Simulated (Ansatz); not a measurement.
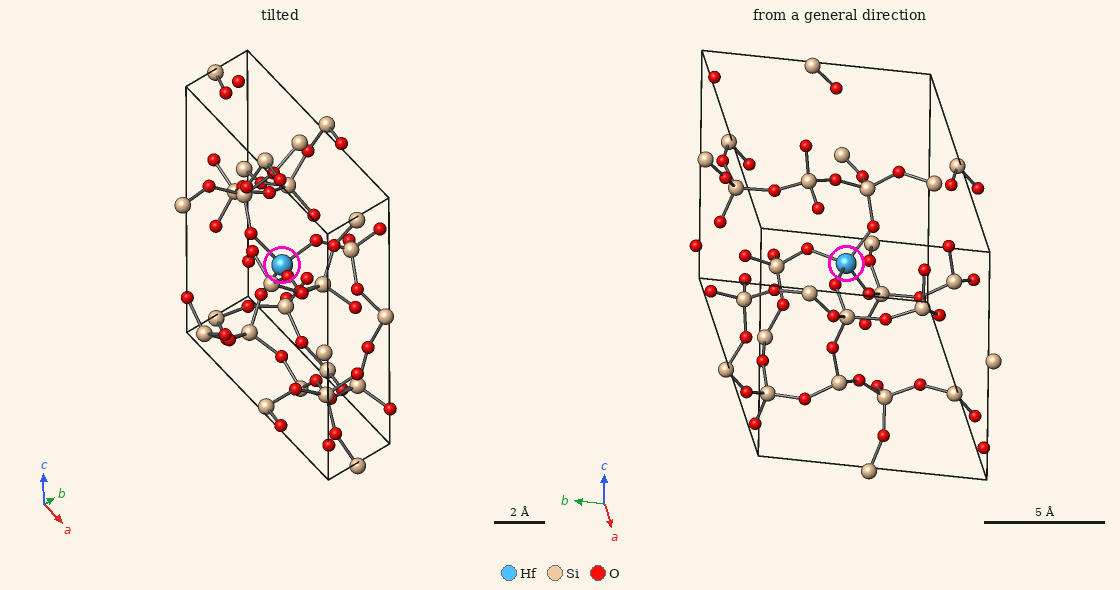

A ball-and-stick rendering, viewed slightly off an axis and from a general direction. One supercell is framed, with atoms on its boundary repeated. The host is SiO2, in a cell of 48 sites, and the cell is neutral. A ring marks the defect's site.

Question: Where does the cell differ from the host, and how?

Answer: Hafnium on a silicon site (a substitutional impurity). It is bonded to four O in a tetrahedral arrangement at about 1.9 Å.

The atoms were relaxed in the host's cell with Ansatz 0.2.0, DFT PBE, scalar-relativistic, plane waves, PAW.
